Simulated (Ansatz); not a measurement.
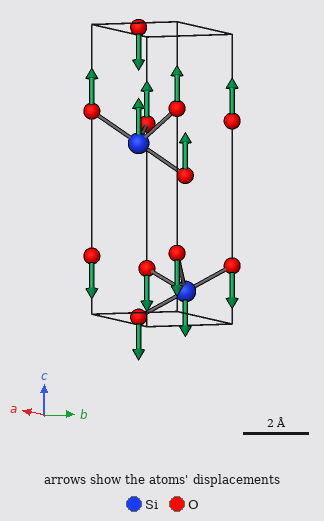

One vibrational mode of a crystal of SiO2 (a generated structure) at the zone centre. The green arrows give the relative displacements of the atoms. A ball-and-stick model of the cell of the calculation, seen from a free direction.

Level of theory: Ansatz, DFT PBE+D3(BJ), scalar-relativistic, plane waves, PAW. Set-up: plane-wave cutoff 420 eV; k-point mesh 12 × 12 × 4; occupations fixed; no spin polarisation.

Frequencies are those without the non-analytic (LO–TO) term.

Question: What mode is this, and where does it lie in the spectrum?

Answer: This is the B₁ mode at 83 cm⁻¹, optical level 2 of 9, counted from below, silent by symmetry (neither infrared- nor Raman-active). All motion is along c; whole layers move rigidly against one another; the kinetic energy is shared as O 53 %, Si 47 %.
